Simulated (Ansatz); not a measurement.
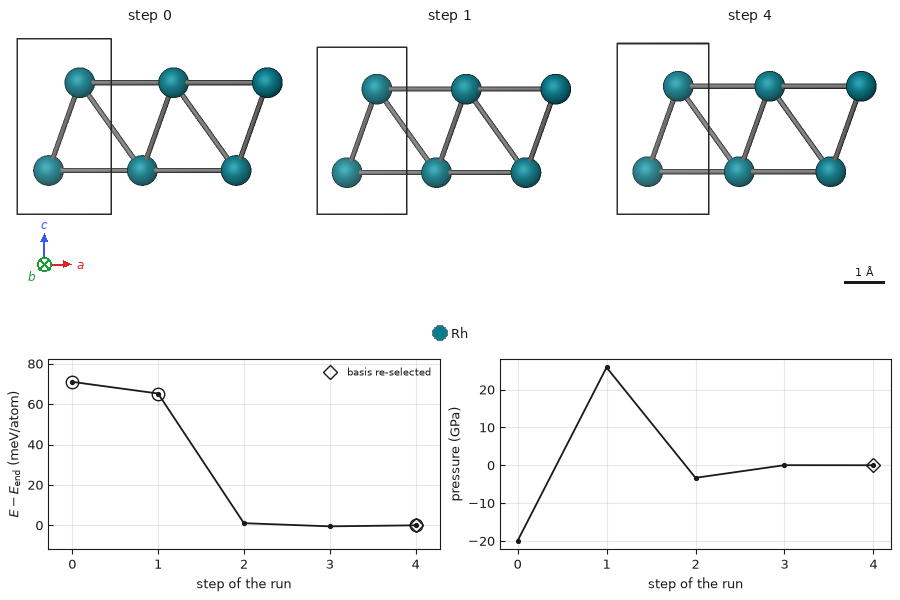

Frames of a relaxation of a crystal of Rh (set up in P6_3/mmc) (coarse preliminary run), marked on the history of the run. Style: ball-and-stick. Shown: the cell of the calculation, repeated 3 × 1 × 1 with one cell outlined, along the b axis.

Computed with DFT LDA, scalar-relativistic, plane waves, PAW (Ansatz 0.2.0). (plane-wave cutoff 420 eV; k-point mesh 12 × 12 × 4; occupations gaussian; smearing width 0.1 eV; no spin polarisation; cell and atoms relaxed; force threshold 0.05 eV/Å; at most 80 steps)

Question: What happens along the run?

Answer: The energy falls by 71.0 meV per atom in 3 accepted moves (4 points after the start). All forces vanish by symmetry, so only the cell relaxes. The pressure goes from −19.93 to 0.03 GPa. The SCF was repeated once at an unchanged geometry on a basis and grid sized afresh for the cell, which shifted the energy by 0.5 meV per atom at most. The atoms keep their places relative to the cell (all moves are under 0.005 Å). The drawn cell changes as follows: a = b 2.731 → 2.664 Å (−2.4 %), c 4.428 → 4.309 Å (−2.7 %); the volume changes by −7.4 %. Among the contacts that change: Rh–Rh 2.718 → 2.647 Å, Rh–Rh 2.731 → 2.664 Å. The space group stays P6_3/mmc (No. 194). The run took 3.1 s on 1 thread of AMD EPYC 9R45 96-Core Processor (Zen 5), with other jobs on the host, peak memory 0.37 GiB. From step 0 to 1: volume −13.5 %, energy −5.8 meV per atom. From step 1 to 4: volume +7.1 %, energy −65.3 meV per atom.
